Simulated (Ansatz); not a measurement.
System: AlRu.

Input file:

```
crystal:
  lattice:
    - [3.0038895946, 0.0, 0.0]
    - [0.0, 3.0038895946, 0.0]
    - [0.0, 0.0, 6.0077791893]
  atoms:
    - { symbol: Al, position: [0.0, 0.0, -0.0049935257] }
    - { symbol: Al, position: [0.0, 0.0, 0.5049935257] }
    - { symbol: Ru, position: [0.4892139844, 0.5, 0.25] }
    - { symbol: Ru, position: [0.5107860156, 0.5, 0.75] }
basis:
  ecutwfc: 420
kpoints:
  mp_grid: { grid: [14, 14, 8] }
hamiltonian:
  xc: pbe
  pseudopotentials: { kind: paw, azcp: { folder: soft_1 } }
scf:
  occupations: { method: gaussian, width: 0.15 }
output:
  forces: true
  stress: true
  eigenvalues: true
  write_density: true
  write_potential: true
  elf: true
  volumetric_format: npy
```

Launched as:

```sh
ansatz run input.yaml --threads 2 --pin off --max-ram 4096MiB --backend cpu --events-out ev --progress --plain --runs-dir out
```

Below, planes, directions and counts refer to the conventional cell (a = 3.00 Å, b = 6.01 Å, c = 3.00 Å, α = 90.00°, β = 90.00°, γ = 90.00°).

Space group Pmm2; a point of a scan over the structure, not its minimum; not relaxed (largest force 0.3 eV/Å); computed without spin polarisation; PAW files of the earlier set (soft_1).

All numbers below come from DFT PBE, scalar-relativistic, plane waves, PAW (Ansatz 0.2.0).

**What can the converged valence pseudo-density and electron localisation function tell about the bonding?**

Al–Ru (2.57 Å): the density is about 0.37 e/Å³ at the midpoint; the ELF is about 0.40 at the midpoint.
Al–Ru (2.64 Å): ρ is about 0.33 e/Å³ halfway; the ELF is about 0.35 at the midpoint.

**Does the calculation give a band gap?**

It is metallic or semimetallic at this level of theory: no gap opens.

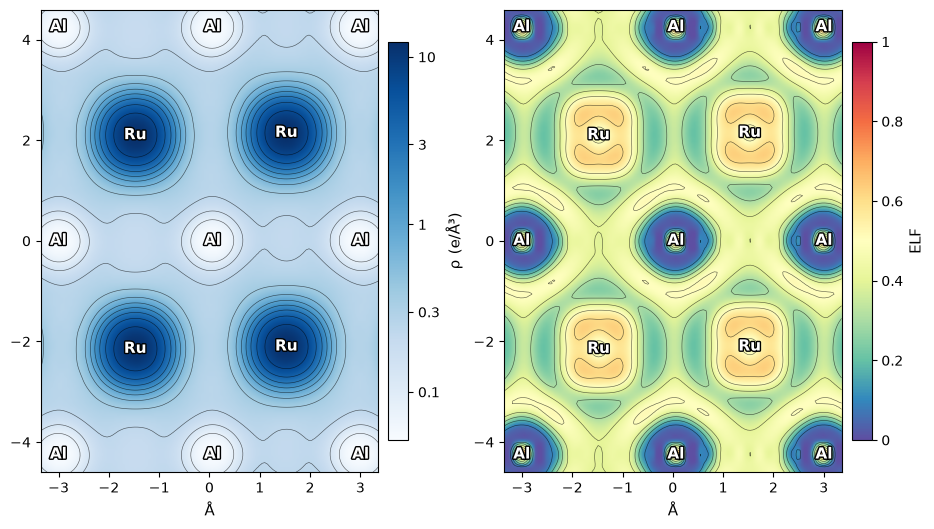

Computed valence pseudo-density and electron localisation function on the (101̄) plane of the conventional cell, in this order. 
